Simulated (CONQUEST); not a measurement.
## Geometry relaxation of Sb (part 1 of 2)

The run: geometry relaxation of Sb (Pm-3m, 1 atom in the cell). Method and program: Kohn-Sham DFT of a periodic cell, LDA, PseudoDojo NC LDA, no spin polarisation (CONQUEST 1.3).

The structure derives from an entry of the Crystallography Open Database.

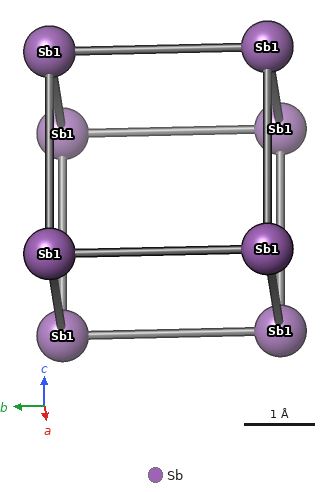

Figure 1. The structure as given in the input (ball-and-stick view of the cell of the calculation, seen at an oblique angle; atoms are numbered from 1 in the order of the input). Near neighbours in the crystal (not all of them lie inside the picture): Sb has 6 Sb at 3.16 Å.

### Key numbers

```tsv
quantity	value
outcome	converged
space group (tolerance 0.01 Å)	Pm-3m (221)
electrons treated	15
free energy	−2468.3470 eV
Fermi energy	−4.013 eV
gap on the k-point mesh	none (metallic)
pressure	1.11 GPa
final volume	30.49 Å³
largest force (length of the vector) at the end	under 0.001 eV/Å
final cell	a = 3.124 Å, b = 3.124 Å, c = 3.124 Å, α = 90.00°, β = 90.00°, γ = 90.00°
hardware	1 thread of Intel Xeon (Sapphire Rapids), 16 GiB of memory available, shared host
wall time	30 s
peak memory	0.13 GiB
```

### Notes

Settings chosen away from the usual ones: Diag.GammaCentred set to F. Further notes kept with the run: safemin_cell:: Electronic structure dE is similar to atom movement dE; increase tolerance 0.000001897924 0.000000445240; safemin_cell:: Electronic structure dE is similar to atom movement dE; increase tolerance 0.000001243654 0.000000240658; safemin_cell:: Electronic structure dE is similar to atom movement dE; increase tolerance 0.000000819363 0.000000094642; safemin_cell:: Electronic structure dE is similar to atom movement dE; increase tolerance 0.000000541912 -0.000000006983; safemin_cell:: Electronic structure dE is similar to atom movement dE; increase tolerance -0.000000541933 0.000000094621. Points of doubt noted for this run: small atomic basis.

### Input
```
IO.Title Sb
IO.Coordinates coords.dat
IO.FractionalAtomicCoords F
IO.Iprint 2
IO.Iprint_init 1
General.NumberOfSpecies 1
General.PseudopotentialType hamann
AtomMove.TypeOfRun cg
Grid.GridCutoff 100
DM.SolutionMethod diagon
Diag.MPMesh T
Diag.GammaCentred F
Diag.MPMeshX 8
Diag.MPMeshY 8
Diag.MPMeshZ 8
Diag.kT 0.00036749
minE.SCTolerance 1e-6
SC.MaxIters 100
IO.AtomChargeOutput T
AtomMove.NumSteps 25
AtomMove.WriteExtXYZ T
AtomMove.OutputFreq 1
AtomMove.WriteXSF F
AtomMove.MaxForceTol 5e-4
AtomMove.OptCell T
AtomMove.OptCellMethod 1
AtomMove.StressTolerance 0.2
AtomMove.CGLineMin safe
AtomMove.TargetPressure 1
%block ChemicalSpeciesLabel
1 121.750 Sb
%endblock
```

Launched with:
```bash
Conquest
```

### Output
```
Simulation cell dimensions:     5.9715 a0 x     5.9715 a0 x     5.9715 a0

      Atomic coordinates (a0)
         Atom         X         Y         Z  Species
            1    0.0000    0.0000    0.0000        1

         Monkhorst-Pack mesh:   8 x   8 x   8
         Monkhorst-Pack mesh shift:     0.000000   0.000000   0.000000
        This calculation includes non-local pseudopotentials,
         with a maximum core radius of      7.34684720

    Job title: Sb
    Job to be run: CG cell relaxation

    Ground state search:
      Support functions represented with PAO basis
      1:1 PAO to SF mapping
      Non-spin-polarised electrons
      Solving for the K matrix using diagonalisation
      Using Fermi-Dirac smearing

    Integration grid size:     32 x   32 x   32

    Integration grid spacing:  0.187 a0 x 0.187 a0 x 0.187 a0

    Number of species:  1
    --------------------------------------------------------
    |   #  mass (au)  Charge (e)  SF Rad (a0)  NSF  Label  |
    --------------------------------------------------------
    |   1    121.750      15.000        7.651    9  Sb     |
    --------------------------------------------------------
          SCF tolerance:                 0.00000100
          SCF iterations:               100

    LibXC version:  6. 2. 2
    Using the LDA functional Slater exchange
    Using the LDA functional Perdew & Wang

           radial cut-off to be used is taken to be max PAO cut-off radius for this species:    7.346847

           greatest ang. mom. for making density from PAOs:  2
    Minimum blocs/proc is      512. Maximum blocs/proc is      512
    set_atom_dens: In set_atomic_density, electrons :      15.000000000000
 matrix_size & matrix_size_padH =            9           9

    Screened ion int: energy:     -68.388643621987 Ha

    cell_cg_run: starting relaxation with safemin line minimisation
    cell_cg_run: tolerance:   0.2000 GPa Maximum steps:   25
      PulayMixSC: Starting Pulay mixing, A_up =  0.500 A_dn =  0.500
      PulayMixSC: Spin non-polarised calculation.
          Harris-Foulkes Energy            :       -90.710143630341150 Ha
      PulayMixSC: Pulay iteration     1 residual:              0.42754E-03
          Harris-Foulkes Energy            :       -90.710099187018130 Ha
      PulayMixSC: Pulay iteration     2 residual:              0.21133E-03
          Harris-Foulkes Energy            :       -90.710085114440318 Ha
      PulayMixSC: Pulay iteration     3 residual:              0.15183E-05
          Harris-Foulkes Energy            :       -90.710085112495619 Ha
      PulayMixSC: Pulay iteration     4 residual:              0.14437E-07
      PulayMixSC: Reached SCF tolerance of  0.14437E-07 after      4 iterations
      | Number of electrons      =        15.000023
      |* Harris-Foulkes energy   =       -90.710085112495619 Ha
      |* DFT total energy        =       -90.710085112495165 Ha

      force: Forces on atoms (Ha/a0)
      force:  Atom   X              Y              Z
      force:     1  -0.0000000000   0.0000000000  -0.0000000000

      force: Maximum force :        0.00000000(Ha/a0) on atom         1 in z direction
      force: Force Residual:        0.00000000 Ha/a0
      force: Total stress:          0.84427539     0.84427539     0.84427539 GPa
      force: Average pressure:     -0.84427539 GPa

      get_E_and_F: Change in energy during last step of electronic optimisation:  0.19447E-08

    GeomOpt - Iter:    0 MaxStr:   1.84427539 GPa H:     -90.70284742 Ha dH:   0.00000000Ha

      safemin_cell: seeking bracketing triplet of points

      PulayMixSC: Starting Pulay mixing, A_up =  0.500 A_dn =  0.500
      PulayMixSC: Spin non-polarised calculation.
          Harris-Foulkes Energy            :       -90.710107092443451 Ha
      PulayMixSC: Pulay iteration     1 residual:              0.86806E-05
          Harris-Foulkes Energy            :       -90.710107073405766 Ha
      PulayMixSC: Pulay iteration     2 residual:              0.43334E-05
          Harris-Foulkes Energy            :       -90.710107067087534 Ha
      PulayMixSC: Pulay iteration     3 residual:              0.30641E-08
      PulayMixSC: Reached SCF tolerance of  0.30641E-08 after      3 iterations
      | Number of electrons      =        15.000019
      |* Harris-Foulkes energy   =       -90.710107067087534 Ha
      |* DFT total energy        =       -90.710107067087279 Ha
      get_E_and_F: Change in energy during last step of electronic optimisation:  0.63182E-08
      PulayMixSC: Starting Pulay mixing, A_up =  0.500 A_dn =  0.500
      PulayMixSC: Spin non-polarised calculation.
          Harris-Foulkes Energy            :       -90.710115667693827 Ha
      PulayMixSC: Pulay iteration     1 residual:              0.44566E-05
          Harris-Foulkes Energy            :       -90.710115662618122 Ha
      PulayMixSC: Pulay iteration     2 residual:              0.22249E-05
          Harris-Foulkes Energy            :       -90.710115660933354 Ha
      PulayMixSC: Pulay iteration     3 residual:              0.14188E-08
      PulayMixSC: Reached SCF tolerance of  0.14188E-08 after      3 iterations
      | Number of electrons      =        15.000018
      |* Harris-Foulkes energy   =       -90.710115660933354 Ha
      |* DFT total energy        =       -90.710115660933752 Ha
      get_E_and_F: Change in energy during last step of electronic optimisation:  0.16848E-08
      PulayMixSC: Starting Pulay mixing, A_up =  0.500 A_dn =  0.500
      PulayMixSC: Spin non-polarised calculation.
          Harris-Foulkes Energy            :       -90.710126027418454 Ha
      PulayMixSC: Pulay iteration     1 residual:              0.69086E-05
          Harris-Foulkes Energy            :       -90.710126015151999 Ha
      PulayMixSC: Pulay iteration     2 residual:              0.34497E-05
          Harris-Foulkes Energy            :       -90.710126011081599 Ha
      PulayMixSC: Pulay iteration     3 residual:              0.34777E-08
      PulayMixSC: Reached SCF tolerance of  0.34777E-08 after      3 iterations
      | Number of electrons      =        15.000016
      |* Harris-Foulkes energy   =       -90.710126011081599 Ha
      |* DFT total energy        =       -90.710126011081826 Ha
      get_E_and_F: Change in energy during last step of electronic optimisation:  0.40704E-08
      PulayMixSC: Starting Pulay mixing, A_up =  0.500 A_dn =  0.500
      PulayMixSC: Spin non-polarised calculation.
          Harris-Foulkes Energy            :       -90.710134540152026 Ha
      PulayMixSC: Pulay iteration     1 residual:              0.10804E-04
          Harris-Foulkes Energy            :       -90.710134509678738 Ha
      PulayMixSC: Pulay iteration     2 residual:              0.53953E-05
          Harris-Foulkes Energy            :       -90.710134499574679 Ha
      PulayMixSC: Pulay iteration     3 residual:              0.92811E-08
      PulayMixSC: Reached SCF tolerance of  0.92811E-08 after      3 iterations
      | Number of electrons      =        15.000013
      |* Harris-Foulkes energy   =       -90.710134499574679 Ha
      |* DFT total energy        =       -90.710134499574508 Ha
      get_E_and_F: Change in energy during last step of electronic optimisation:  0.10104E-07
      PulayMixSC: Starting Pulay mixing, A_up =  0.500 A_dn =  0.500
      PulayMixSC: Spin non-polarised calculation.
          Harris-Foulkes Energy            :       -90.710131197159399 Ha
      PulayMixSC: Pulay iteration     1 residual:              0.17108E-04
          Harris-Foulkes Energy            :       -90.710131118753111 Ha
      PulayMixSC: Pulay iteration     2 residual:              0.85444E-05
          Harris-Foulkes Energy            :       -90.710131092791897 Ha
      PulayMixSC: Pulay iteration     3 residual:              0.21962E-07
      PulayMixSC: Reached SCF tolerance of  0.21962E-07 after      3 iterations
      | Number of electrons      =        15.000011
      |* Harris-Foulkes energy   =       -90.710131092791897 Ha
      |* DFT total energy        =       -90.710131092791443 Ha
      get_E_and_F: Change in energy during last step of electronic optimisation:  0.25961E-07
      PulayMixSC: Starting Pulay mixing, A_up =  0.500 A_dn =  0.500
      PulayMixSC: Spin non-polarised calculation.
          Harris-Foulkes Energy            :       -90.710068228723657 Ha
      PulayMixSC: Pulay iteration     1 residual:              0.27654E-04
          Harris-Foulkes Energy            :       -90.710068016323248 Ha
      PulayMixSC: Pulay iteration     2 residual:              0.13812E-04
          Harris-Foulkes Energy            :       -90.710067946145813 Ha
      PulayMixSC: Pulay iteration     3 residual:              0.49375E-07
      PulayMixSC: Reached SCF tolerance of  0.49375E-07 after      3 iterations
      | Number of electrons      =        15.000012
      |* Harris-Foulkes energy   =       -90.710067946145813 Ha
      |* DFT total energy        =       -90.710067946143511 Ha
      get_E_and_F: Change in energy during last step of electronic optimisation:  0.70177E-07
      PulayMixSC: Starting Pulay mixing, A_up =  0.500 A_dn =  0.500
      PulayMixSC: Spin non-polarised calculation.
          Harris-Foulkes Energy            :       -90.709874095486896 Ha
      PulayMixSC: Pulay iteration     1 residual:              0.46255E-04
          Harris-Foulkes Energy            :       -90.709873464254457 Ha
      PulayMixSC: Pulay iteration     2 residual:              0.23100E-04
          Harris-Foulkes Energy            :       -90.709873256415136 Ha
      PulayMixSC: Pulay iteration     3 residual:              0.11321E-06
      PulayMixSC: Reached SCF tolerance of  0.11321E-06 after      3 iterations
      | Number of electrons      =        15.000022
      |* Harris-Foulkes energy   =       -90.709873256415136 Ha
      |* DFT total energy        =       -90.709873256401238 Ha
      get_E_and_F: Change in energy during last step of electronic optimisation:  0.20784E-06

      safemin_cell: Interpolating minimum
```
